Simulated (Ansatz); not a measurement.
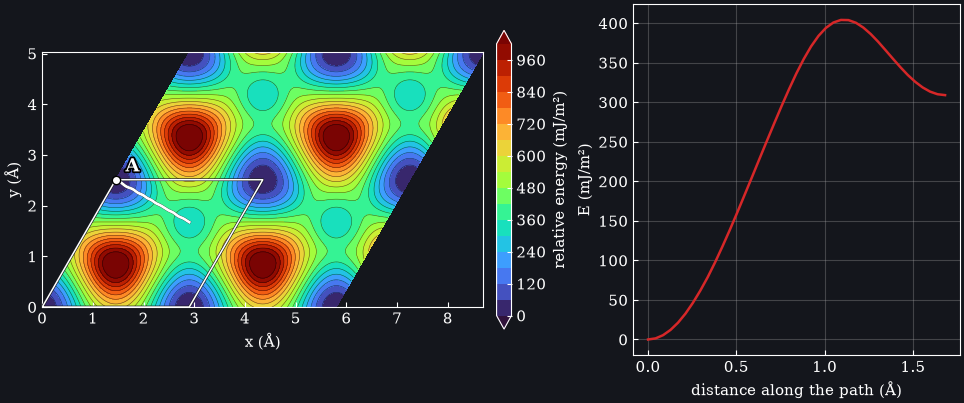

Ti (P6_3/mmc, No. 194; 6 atoms in the cell). Gamma surface: rigid slide across a plane, one fault a cell; the plane is (0 0 1) of the conventional cell. Places are given modulo a cell vector. The map is drawn in real space over the plane of the slide. Nothing is relaxed (rigid halves, spacing across the cut fixed). The grid has 6 × 6 points; 10 points were computed and 26 follow by symmetry. Energies are in mJ/m², from the lowest grid point. These are results of DFT PBEsol, scalar-relativistic, plane waves, PAW (Ansatz), not measurements. Settings: cutoff 520 eV, k-mesh 17×17×4 in the order of the run's cell vectors, gaussian smearing 0.15 eV, no spin polarisation.

The picture shows filled contours, a line along the lowest path, the outline of one cell of the 2 × 2 shown, one colour for all values above the top of the scale, the energy along the path at the right, the start A. Between grid points the surface is interpolated.

### Describe the path and its barrier.

The easiest path leads from the well at (0/6, 0/6) of the cell vectors to the well at (4/6, 4/6) of the cell vectors, about 310 mJ/m² higher. Its highest point lies about 400 mJ/m² above the bottom of the first well on the interpolated surface, at about (0.43, 0.78) of the cell vectors. Seen from the upper well the barrier is about 95.1 mJ/m². The start is the relaxed structure and all else is held, so a fully relaxed path at this level can only be lower.

PAW datasets: the set soft_1.
